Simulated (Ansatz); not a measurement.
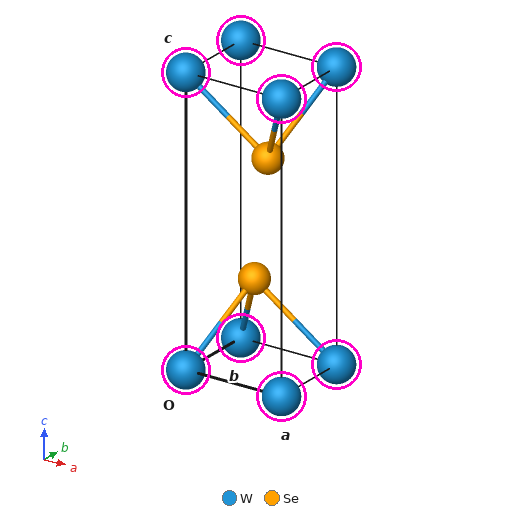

For WSe2, the end point of a relaxation at fixed volume with DFT PBEsol, scalar-relativistic, plane waves, PAW (Ansatz 0.2.0); the starting structure was generated, so it need not be a known form of this composition: one unit cell; the ringed atoms, with their copies on corners, edges and faces, form one crystallographic orbit. All values are computed from the atomic coordinates in the standard setting (tolerance 0.002 Å).

a = 3.236 Å, b = 3.236 Å, c = 6.475 Å, α = 90.00°, β = 90.00°, γ = 120.00°; space group P-3m1, No. 164.

Question: Which Wyckoff position do the ringed atoms fill?

Answer: W on 1a, site symmetry -3m.: 12 operations a cell over 12 that keep the site give 1 atom, with 0 free parameters.

Question: List their coordinates.

Answer: (0, 0, 0).
